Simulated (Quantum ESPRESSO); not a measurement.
Band-structure run of ZrSe2 (part 1 of 3)

The run: band-structure run of ZrSe2 (P-3m1, 3 atoms in the cell). Method and program: Kohn-Sham DFT of a periodic cell, r2SCAN, SG15 PBE 1.2, no spin polarisation (Quantum ESPRESSO 7.5).

The structure derives from an entry of the Crystallography Open Database.

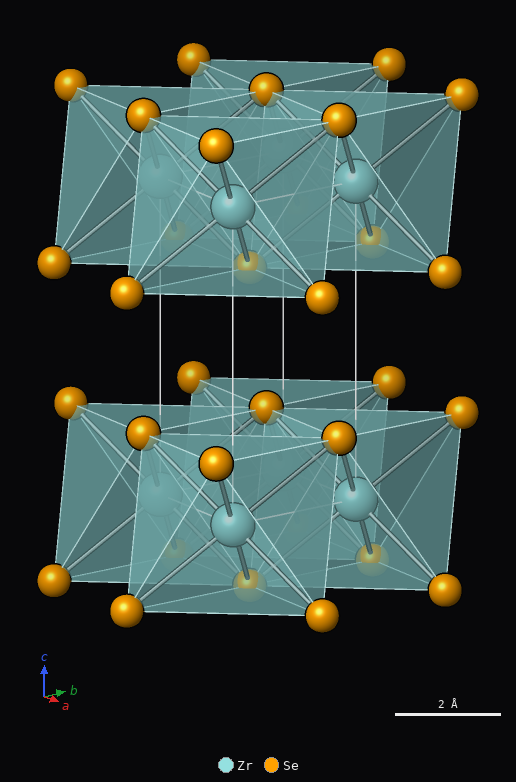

*The input geometry (polyhedral view of the cell of the calculation, seen slightly off an axis; polyhedra are completed across the faces of the cell).*

### Input file
```
&CONTROL
  calculation = 'scf'
  prefix = 'pwscf'
  outdir = './tmp'
  pseudo_dir = './pseudo'
  tprnfor = .true.
  tstress = .true.
  disk_io = 'low'
/
&SYSTEM
  ibrav = 0
  celldm(1) = 8
  nat = 3
  ntyp = 2
  ecutwfc = 70
  nbnd = 19
  input_dft = 'r2scan'
  occupations = 'smearing'
  smearing = 'fd'
  degauss = 0.00367493
  nosym = .true.
/
&ELECTRONS
  conv_thr = 1d-08
  electron_maxstep = 120
  mixing_beta = 0.5
/
ATOMIC_SPECIES
Zr    91.2240 Zr_ONCV_PBE-1.2.upf
Se    78.9710 Se_ONCV_PBE-1.2.upf
CELL_PARAMETERS alat
  0.8971474776661   0.0000000000000   0.0000000000000
 -0.4485737388330   0.7769525066063   0.0000000000000
  0.0000000000000   0.0000000000000   1.4626480204603
ATOMIC_POSITIONS crystal
Zr     0.0000000000    0.0000000000    0.0000000000
Se     0.6666666667    0.3333333333    0.7500000000
Se     0.3333333333    0.6666666667    0.2500000000
K_POINTS automatic
6 6 4 0 0 0
```

### File pp_density.in
```
&INPUTPP
  prefix = 'pwscf'
  outdir = './tmp'
  filplot = 'density.dat'
  plot_num = 0
/
&PLOT
  nfile = 1
  filepp(1) = 'density.dat'
  iflag = 3
  output_format = 6
  fileout = 'density.cube'
/
```

### File pp_potential.in
```
&INPUTPP
  prefix = 'pwscf'
  outdir = './tmp'
  filplot = 'potential.dat'
  plot_num = 11
/
&PLOT
  nfile = 1
  filepp(1) = 'potential.dat'
  iflag = 3
  output_format = 6
  fileout = 'potential.cube'
/
```

### File pp_elf.in
```
&INPUTPP
  prefix = 'pwscf'
  outdir = './tmp'
  filplot = 'elf.dat'
  plot_num = 8
/
&PLOT
  nfile = 1
  filepp(1) = 'elf.dat'
  iflag = 3
  output_format = 6
  fileout = 'elf.cube'
/
```

### File bands.in
```
&CONTROL
  calculation = 'bands'
  prefix = 'pwscf'
  outdir = './tmp'
  pseudo_dir = './pseudo'
  disk_io = 'low'
  verbosity = 'high'
/
&SYSTEM
  ibrav = 0
  celldm(1) = 8
  nat = 3
  ntyp = 2
  ecutwfc = 70
  nbnd = 19
  input_dft = 'r2scan'
  occupations = 'smearing'
  smearing = 'fd'
  degauss = 0.00367493
  nosym = .true.
/
&ELECTRONS
  conv_thr = 1d-08
  electron_maxstep = 120
  mixing_beta = 0.5
  diago_full_acc = .true.
  startingwfc = 'random'
/
ATOMIC_SPECIES
Zr    91.2240 Zr_ONCV_PBE-1.2.upf
Se    78.9710 Se_ONCV_PBE-1.2.upf
CELL_PARAMETERS alat
  0.8971474776661   0.0000000000000   0.0000000000000
 -0.4485737388330   0.7769525066063   0.0000000000000
  0.0000000000000   0.0000000000000   1.4626480204603
ATOMIC_POSITIONS crystal
Zr     0.0000000000    0.0000000000    0.0000000000
Se     0.6666666667    0.3333333333    0.7500000000
Se     0.3333333333    0.6666666667    0.2500000000
K_POINTS crystal
60
 0.0000000000  0.0000000000  0.0000000000 1
 0.0625000000  0.0000000000  0.0000000000 1
 0.1250000000  0.0000000000  0.0000000000 1
 0.1875000000  0.0000000000  0.0000000000 1
 0.2500000000  0.0000000000  0.0000000000 1
 0.3125000000  0.0000000000  0.0000000000 1
 0.3750000000  0.0000000000  0.0000000000 1
 0.4375000000  0.0000000000  0.0000000000 1
 0.5000000000  0.0000000000  0.0000000000 1
 0.4583333333  0.0833333333  0.0000000000 1
 0.4166666667  0.1666666667  0.0000000000 1
 0.3750000000  0.2500000000  0.0000000000 1
 0.3333333333  0.3333333333  0.0000000000 1
 0.2962962963  0.2962962963  0.0000000000 1
 0.2592592593  0.2592592593  0.0000000000 1
 0.2222222222  0.2222222222  0.0000000000 1
 0.1851851852  0.1851851852  0.0000000000 1
 0.1481481481  0.1481481481  0.0000000000 1
 0.1111111111  0.1111111111  0.0000000000 1
 0.0740740741  0.0740740741  0.0000000000 1
 0.0370370370  0.0370370370  0.0000000000 1
 0.0000000000  0.0000000000  0.0000000000 1
 0.0000000000  0.0000000000  0.1250000000 1
 0.0000000000  0.0000000000  0.2500000000 1
 0.0000000000  0.0000000000  0.3750000000 1
 0.0000000000  0.0000000000  0.5000000000 1
 0.0625000000  0.0000000000  0.5000000000 1
 0.1250000000  0.0000000000  0.5000000000 1
 0.1875000000  0.0000000000  0.5000000000 1
 0.2500000000  0.0000000000  0.5000000000 1
 0.3125000000  0.0000000000  0.5000000000 1
 0.3750000000  0.0000000000  0.5000000000 1
 0.4375000000  0.0000000000  0.5000000000 1
 0.5000000000  0.0000000000  0.5000000000 1
 0.4666666667  0.0666666667  0.5000000000 1
 0.4333333333  0.1333333333  0.5000000000 1
 0.4000000000  0.2000000000  0.5000000000 1
 0.3666666667  0.2666666667  0.5000000000 1
 0.3333333333  0.3333333333  0.5000000000 1
 0.3000000000  0.3000000000  0.5000000000 1
 0.2666666667  0.2666666667  0.5000000000 1
 0.2333333333  0.2333333333  0.5000000000 1
 0.2000000000  0.2000000000  0.5000000000 1
 0.1666666667  0.1666666667  0.5000000000 1
 0.1333333333  0.1333333333  0.5000000000 1
 0.1000000000  0.1000000000  0.5000000000 1
 0.0666666667  0.0666666667  0.5000000000 1
 0.0333333333  0.0333333333  0.5000000000 1
 0.0000000000  0.0000000000  0.5000000000 1
 0.5000000000  0.0000000000  0.5000000000 1
 0.5000000000  0.0000000000  0.4000000000 1
 0.5000000000  0.0000000000  0.3000000000 1
 0.5000000000  0.0000000000  0.2000000000 1
 0.5000000000  0.0000000000  0.1000000000 1
 0.5000000000  0.0000000000  0.0000000000 1
 0.3333333333  0.3333333333  0.0000000000 1
 0.3333333333  0.3333333333  0.1250000000 1
 0.3333333333  0.3333333333  0.2500000000 1
 0.3333333333  0.3333333333  0.3750000000 1
 0.3333333333  0.3333333333  0.5000000000 1
```

Launched with:
```bash
OMP_NUM_THREADS=1 mpirun -n 2 pw.x -nk 2 -in pw.in > pw.out
OMP_NUM_THREADS=1 mpirun -n 1 pp.x -in pp_density.in > pp_density.out
OMP_NUM_THREADS=1 mpirun -n 1 pp.x -in pp_potential.in > pp_potential.out
OMP_NUM_THREADS=1 mpirun -n 1 pp.x -in pp_elf.in > pp_elf.out
OMP_NUM_THREADS=1 mpirun -n 2 pw.x -nk 2 -in bands.in > bands.out
```

### Log
```
This program is part of the open-source Quantum ESPRESSO suite
     for quantum simulation of materials; please cite
         "P. Giannozzi et al., J. Phys.:Condens. Matter 21 395502 (2009);
         "P. Giannozzi et al., J. Phys.:Condens. Matter 29 465901 (2017);
         "P. Giannozzi et al., J. Chem. Phys. 152 154105 (2020);
          URL
     in publications or presentations arising from this work. More details at

     IMPORTANT: XC functional enforced from input :
     Exchange-correlation= R2SCAN
                           (   0   0   0   0   0 497 498)
     Any further DFT definition will be discarded
     Please, verify this is what you really want

     K-points division:     npool     =       2
     Subspace diagonalization in iterative solution of the eigenvalue problem:
     a serial algorithm will be used

     G-vector sticks info
     --------------------
     sticks:   dense  smooth     PW     G-vecs:    dense   smooth      PW
     Sum        1003    1003    313                41289    41289    7079

     Using Slab Decomposition

     bravais-lattice index     =            0
     lattice parameter (alat)  =       8.0000  a.u.
     unit-cell volume          =     521.9971 (a.u.)^3
     number of atoms/cell      =            3
     number of atomic types    =            2
     number of electrons       =        24.00
     number of Kohn-Sham states=           19
     kinetic-energy cutoff     =      70.0000  Ry
     charge density cutoff     =     280.0000  Ry
     scf convergence threshold =      1.0E-08
     mixing beta               =       0.5000
     number of iterations used =            8  plain     mixing
     Exchange-correlation= R2SCAN
                           (   0   0   0   0   0 497 498)

     celldm(1)=   8.000000  celldm(2)=   0.000000  celldm(3)=   0.000000
     celldm(4)=   0.000000  celldm(5)=   0.000000  celldm(6)=   0.000000

     crystal axes: (cart. coord. in units of alat)
               a(1) = (   0.897147   0.000000   0.000000 )
               a(2) = (  -0.448574   0.776953   0.000000 )
               a(3) = (   0.000000   0.000000   1.462648 )

     reciprocal axes: (cart. coord. in units 2 pi/alat)
               b(1) = (  1.114644  0.643540 -0.000000 )
               b(2) = (  0.000000  1.287080  0.000000 )
               b(3) = (  0.000000 -0.000000  0.683691 )

     PseudoPot. # 1 for Zr read from file:
     Zr_ONCV_PBE-1.2.upf
     Pseudo is Norm-conserving, Zval = 12.0
     Generated using ONCVPSP code by D. R. Hamann
     Using radial grid of  602 points,  6 beta functions with:
                l(1) =   0
                l(2) =   0
                l(3) =   1
                l(4) =   1
                l(5) =   2
                l(6) =   2

     PseudoPot. # 2 for Se read from file:
     Se_ONCV_PBE-1.2.upf
     Pseudo is Norm-conserving, Zval =  6.0
     Generated using ONCVPSP code by D. R. Hamann
     Using radial grid of  602 points,  6 beta functions with:
                l(1) =   0
                l(2) =   0
                l(3) =   1
                l(4) =   1
                l(5) =   2
                l(6) =   2

     atomic species   valence    mass     pseudopotential
     Zr               12.00    91.22400     Zr( 1.00)
     Se                6.00    78.97100     Se( 1.00)

     No symmetry found

   Cartesian axes

     site n.     atom                  positions (alat units)
         1        Zr     tau(   1) = (   0.0000000   0.0000000   0.0000000  )
         2        Se     tau(   2) = (   0.4485737   0.2589842   1.0969860  )
         3        Se     tau(   3) = (  -0.0000000   0.5179683   0.3656620  )

     number of k points=    76  Fermi-Dirac smearing, width (Ry)=  0.0037
                       cart. coord. in units 2pi/alat
        k(    1) = (   0.0000000   0.0000000   0.0000000), wk =   0.0138889
        k(    2) = (   0.0000000   0.0000000   0.1709229), wk =   0.0277778
        k(    3) = (   0.0000000   0.0000000  -0.3418457), wk =   0.0138889
        k(    4) = (   0.0000000   0.2145133   0.0000000), wk =   0.0277778
        k(    5) = (   0.0000000   0.2145133   0.1709229), wk =   0.0277778
        k(    6) = (   0.0000000   0.2145133  -0.3418457), wk =   0.0277778
        k(    7) = (   0.0000000   0.2145133  -0.1709229), wk =   0.0277778
        k(    8) = (   0.0000000   0.4290267   0.0000000), wk =   0.0277778
        k(    9) = (   0.0000000   0.4290267   0.1709229), wk =   0.0277778
        k(   10) = (   0.0000000   0.4290267  -0.3418457), wk =   0.0277778
        k(   11) = (   0.0000000   0.4290267  -0.1709229), wk =   0.0277778
        k(   12) = (   0.0000000  -0.6435400   0.0000000), wk =   0.0138889
        k(   13) = (   0.0000000  -0.6435400   0.1709229), wk =   0.0277778
        k(   14) = (   0.0000000  -0.6435400  -0.3418457), wk =   0.0138889
        k(   15) = (   0.1857740   0.1072567   0.0000000), wk =   0.0277778
        k(   16) = (   0.1857740   0.1072567   0.1709229), wk =   0.0277778
        k(   17) = (   0.1857740   0.1072567  -0.3418457), wk =   0.0277778
        k(   18) = (   0.1857740   0.1072567  -0.1709229), wk =   0.0277778
        k(   19) = (   0.1857740   0.3217700   0.0000000), wk =   0.0277778
        k(   20) = (   0.1857740   0.3217700   0.1709229), wk =   0.0277778
        k(   21) = (   0.1857740   0.3217700  -0.3418457), wk =   0.0277778
        k(   22) = (   0.1857740   0.3217700  -0.1709229), wk =   0.0277778
        k(   23) = (   0.1857740   0.5362833   0.0000000), wk =   0.0277778
        k(   24) = (   0.1857740   0.5362833   0.1709229), wk =   0.0277778
        k(   25) = (   0.1857740   0.5362833  -0.3418457), wk =   0.0277778
        k(   26) = (   0.1857740   0.5362833  -0.1709229), wk =   0.0277778
        k(   27) = (   0.1857740  -0.5362833   0.0000000), wk =   0.0277778
        k(   28) = (   0.1857740  -0.5362833   0.1709229), wk =   0.0277778
        k(   29) = (   0.1857740  -0.5362833  -0.3418457), wk =   0.0277778
        k(   30) = (   0.1857740  -0.5362833  -0.1709229), wk =   0.0277778
        k(   31) = (   0.1857740  -0.3217700   0.0000000), wk =   0.0277778
        k(   32) = (   0.1857740  -0.3217700   0.1709229), wk =   0.0277778
        k(   33) = (   0.1857740  -0.3217700  -0.3418457), wk =   0.0277778
        k(   34) = (   0.1857740  -0.3217700  -0.1709229), wk =   0.0277778
        k(   35) = (   0.1857740  -0.1072567   0.0000000), wk =   0.0277778
        k(   36) = (   0.1857740  -0.1072567   0.1709229), wk =   0.0277778
        k(   37) = (   0.1857740  -0.1072567  -0.3418457), wk =   0.0277778
        k(   38) = (   0.1857740  -0.1072567  -0.1709229), wk =   0.0277778
        k(   39) = (   0.3715480   0.2145133   0.0000000), wk =   0.0277778
        k(   40) = (   0.3715480   0.2145133   0.1709229), wk =   0.0277778
        k(   41) = (   0.3715480   0.2145133  -0.3418457), wk =   0.0277778
        k(   42) = (   0.3715480   0.2145133  -0.1709229), wk =   0.0277778
        k(   43) = (   0.3715480   0.4290267   0.0000000), wk =   0.0277778
        k(   44) = (   0.3715480   0.4290267   0.1709229), wk =   0.0277778
        k(   45) = (   0.3715480   0.4290267  -0.3418457), wk =   0.0277778
        k(   46) = (   0.3715480   0.4290267  -0.1709229), wk =   0.0277778
        k(   47) = (   0.3715480   0.6435400   0.0000000), wk =   0.0277778
        k(   48) = (   0.3715480   0.6435400   0.1709229), wk =   0.0277778
        k(   49) = (   0.3715480   0.6435400  -0.3418457), wk =   0.0277778
        k(   50) = (   0.3715480   0.6435400  -0.1709229), wk =   0.0277778
        k(   51) = (   0.3715480  -0.4290267   0.0000000), wk =   0.0277778
        k(   52) = (   0.3715480  -0.4290267   0.1709229), wk =   0.0277778
        k(   53) = (   0.3715480  -0.4290267  -0.3418457), wk =   0.0277778
        k(   54) = (   0.3715480  -0.4290267  -0.1709229), wk =   0.0277778
        k(   55) = (   0.3715480  -0.2145133   0.0000000), wk =   0.0277778
        k(   56) = (   0.3715480  -0.2145133   0.1709229), wk =   0.0277778
        k(   57) = (   0.3715480  -0.2145133  -0.3418457), wk =   0.0277778
        k(   58) = (   0.3715480  -0.2145133  -0.1709229), wk =   0.0277778
        k(   59) = (   0.3715480  -0.0000000   0.0000000), wk =   0.0277778
        k(   60) = (   0.3715480  -0.0000000   0.1709229), wk =   0.0277778
        k(   61) = (   0.3715480  -0.0000000  -0.3418457), wk =   0.0277778
        k(   62) = (   0.3715480  -0.0000000  -0.1709229), wk =   0.0277778
        k(   63) = (  -0.5573220  -0.3217700   0.0000000), wk =   0.0138889
        k(   64) = (  -0.5573220  -0.3217700   0.1709229), wk =   0.0277778
        k(   65) = (  -0.5573220  -0.3217700  -0.3418457), wk =   0.0138889
        k(   66) = (  -0.5573220  -0.1072567   0.0000000), wk =   0.0277778
        k(   67) = (  -0.5573220  -0.1072567   0.1709229), wk =   0.0277778
        k(   68) = (  -0.5573220  -0.1072567  -0.3418457), wk =   0.0277778
        k(   69) = (  -0.5573220  -0.1072567  -0.1709229), wk =   0.0277778
        k(   70) = (  -0.5573220   0.1072567   0.0000000), wk =   0.0277778
        k(   71) = (  -0.5573220   0.1072567   0.1709229), wk =   0.0277778
        k(   72) = (  -0.5573220   0.1072567  -0.3418457), wk =   0.0277778
        k(   73) = (  -0.5573220   0.1072567  -0.1709229), wk =   0.0277778
        k(   74) = (  -0.5573220  -0.9653100   0.0000000), wk =   0.0138889
        k(   75) = (  -0.5573220  -0.9653100   0.1709229), wk =   0.0277778
        k(   76) = (  -0.5573220  -0.9653100  -0.3418457), wk =   0.0138889

     Dense  grid:    41289 G-vectors     FFT dimensions: (  40,  40,  64)

     WARNING: libxc functional with ID  497 depends
      on external parameters: check the user_guide of
      QE if you need to modify them or to check their
      default values.

     WARNING: libxc functional with ID  498 depends
      on external parameters: check the user_guide of
      QE if you need to modify them or to check their
      default values.

     Initial potential from superposition of free atoms

     starting charge      23.8114, renormalised to      24.0000
     Starting wfcs are random

     Self-consistent Calculation

     iteration #  1     ecut=    70.00 Ry     beta= 0.50
     Davidson diagonalization with overlap
     ethr =  1.00E-02,  avg # of iterations =  9.3

     total energy              =    -132.93118130 Ry
     estimated scf accuracy    <       2.93861307 Ry
```
